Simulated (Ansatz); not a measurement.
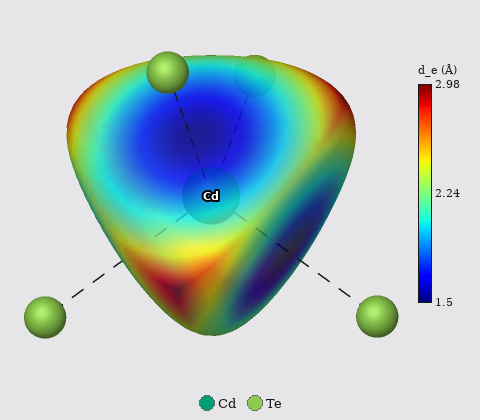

Hirshfeld surface computed for one Cd atom in CdTe in space group F-43m, coloured by d_e. Dashed lines lead to the closest neighbours outside.

The surface is where the fragment's share of the procrystal density (the sum of the densities of spherically averaged neutral Hartree-Fock atoms) equals one half. d_i and d_e are the distances from the surface to the nearest nucleus inside and outside. From Rb on the atoms have core potentials, so only their outer electrons count.

Origin of the cell: a calculation's input that goes back to an entry of the Crystallography Open Database (an earlier step may have relaxed or displaced it).

Space group F-43m (No. 216). a = 6.560 Å, b = 6.560 Å, c = 6.560 Å, α = 90.00°, β = 90.00°, γ = 90.00°
```
atom  site  symmetry       x       y       z
  Cd    4a      -43m  0.0000  0.0000  0.0000
  Te    4d      -43m  0.2500  0.2500  0.7500
```

**What is the shortest distance from the fragment to an atom outside it?**

Cd–Te, 2.84 Å.

**How is the surface shared among contacts (nearest atom inside ··· nearest atom outside)?**

Cd···Te 100 %. The surface faces 4 neighbours with more than 2 % of its area each: 4 Te.

**Give the size and shape of the surface.**

It encloses about 22.5 Å³, has an area of about 43 Å² and a globularity of 0.89 (1 for a sphere).
